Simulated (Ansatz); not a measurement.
Input

```
crystal:
  lattice:
    - [0.0, 3.01, 3.01]
    - [3.01, 0.0, 3.01]
    - [3.01, 3.01, 0.0]
  atoms:
    - { symbol: Sn, position: [0.0, 0.0, 0.0] }
    - { symbol: Se, position: [0.5, 0.5, 0.5] }
total_charge: -0.5
basis:
  ecutwfc: 420
  fft_grid_basis: typed
kpoints:
  mp_grid: { grid: [8, 8, 8] }
hamiltonian:
  xc: pbe
  pseudopotentials: { kind: paw }
scf:
  occupations: { method: gaussian, width: 0.05 }
output:
  forces: true
  stress: true
  eigenvalues: true
  bader: true
  write_density: true
  volumetric_format: npy
```

Command:

```sh
ansatz run input.yaml --threads 1 --pin off --max-ram 2560MiB --backend cpu --events-out ev --progress --plain --runs-dir out
```

The picture shows the conventional cell (a = 6.02 Å, b = 6.02 Å, c = 6.02 Å, α = 90.00°, β = 90.00°, γ = 90.00°).

Space group Fm-3m.

Method: Ansatz, DFT PBE, scalar-relativistic, plane waves, PAW.

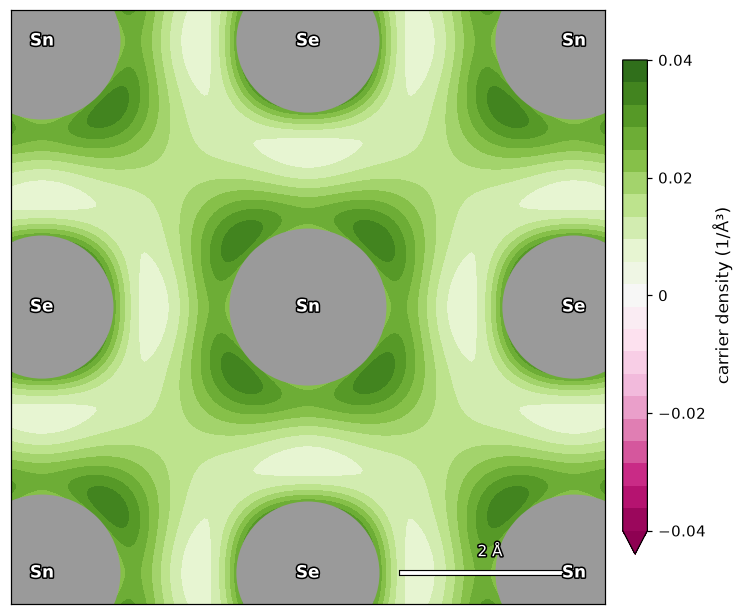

SnSe. Where the extra electron sits when 0.5 electron is added to the 2-atom cell of the calculation (uniform compensating background, atoms fixed); the change of density for each carrier, counted positive where the carrier is: a map on the (100) plane of the conventional cell, with grey discs over the atomic cores. Cores are masked to 0.9 Å (Sn) and 0.8 Å (Se).

In a PAW calculation such maps are meaningful between the atoms, not at the nuclei.

> Where does the doped charge go?

The added electron is spread through the whole cell, and no element is preferred much beyond its share of the volume, though the map shows lobes and thin regions outside the cores.
- Over the whole cell, outside the cores, it is densest 1.2 Å from a tin nucleus.
- The counter-flow of charge adds up to under 0.1 e for each carrier.
- These are shares of the net change, screening included; the states that take the carrier can be more concentrated.
- This is very heavy doping, far beyond the dilute limit.
